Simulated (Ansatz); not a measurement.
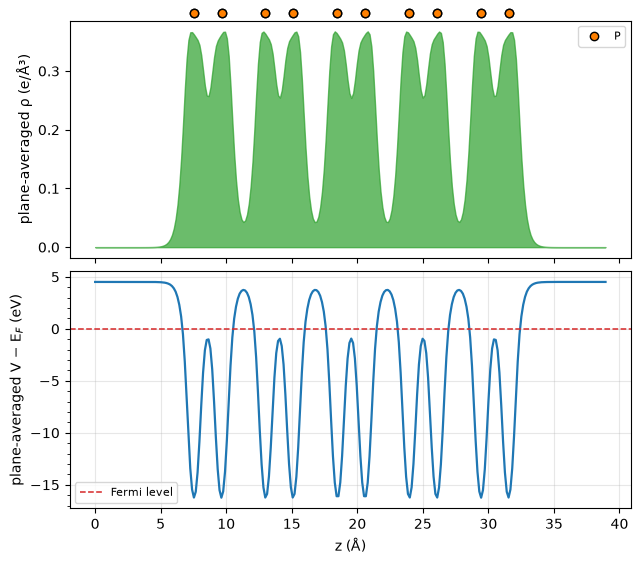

*P (slab). Plane average of the electrostatic potential energy of an electron and of the valence electron density across the slab. Circles mark the heights of the atoms.*

Theory: DFT r2SCAN, scalar-relativistic, plane waves, PAW in Ansatz 0.2.0.

**How far above the Fermi level of the calculation is the vacuum level?**

4.5 eV.

**How thick is the slab, and how wide the vacuum?**

The outermost nuclei are 24.0 Å apart, in 10 atomic planes; the vacuum between periodic images is 15.1 Å wide.
